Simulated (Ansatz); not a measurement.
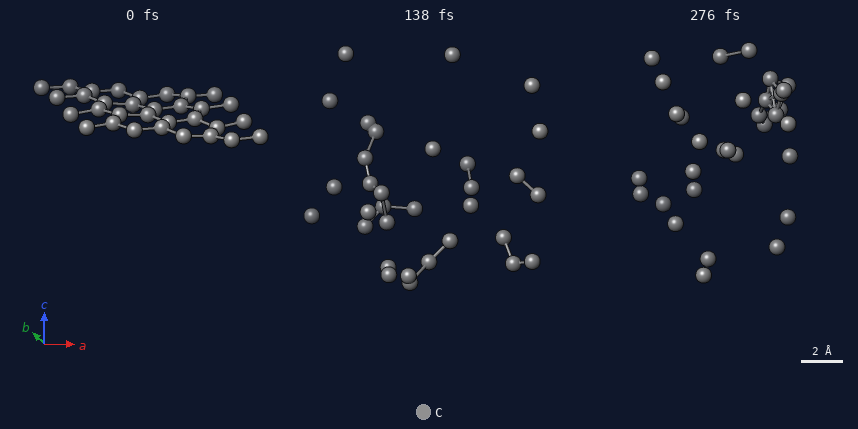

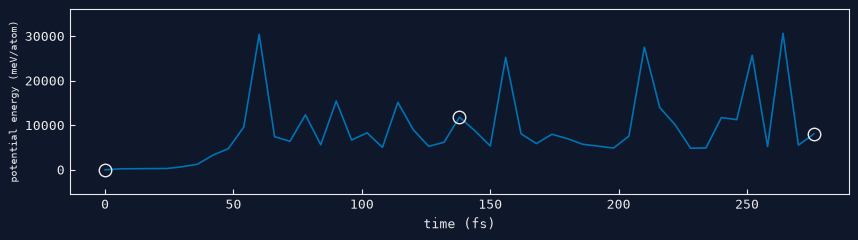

A Born-Oppenheimer molecular dynamics run of a slab of graphene monolayer (32 atoms in the cell), of which 276 fs are on record. It starts from the last geometry of an earlier run, with fresh velocities. Frames and the history of the run. The picture is a ball-and-stick view of the simulation cell, with the vacuum cut short, seen slightly off an axis. Atoms that leave the cell re-enter on the other side. Bonds to atoms that aren't drawn are left out.

Computed with DFT PBE-D3(BJ), scalar-relativistic, plane waves, PAW in Ansatz. Settings: plane-wave cutoff 420 eV; k-point mesh 2 × 2 × 1; Fermi-Dirac smearing 0.02 eV; low-accuracy preset; constant energy (NVE); velocities drawn for 1400 K; time step 6 fs.

> What do the frames and curves show?

In the second half of the run the atoms are, in the root-mean-square, this far from where they began (common drift taken out): C 69.43 Å. The integration has become unstable, so these distances have no physical meaning. The temperature peaks at 869558889 K, at 276 fs, and is 869558889 K at the end. The total energy moves between 0 and 1.1e+08 meV per atom from its start, in jumps that begin near 60 fs. The integration has failed. The time step of 6 fs is long for the fastest vibrations here (lightest element carbon). The run was cut off by its time limit after 46 steps.

Limits of the set-up: the program's low-accuracy preset was used.

The run took 53 min on 2 threads of AMD EPYC 9R45 96-Core Processor (Zen 5) (shared host), peak memory 1.7 GiB.
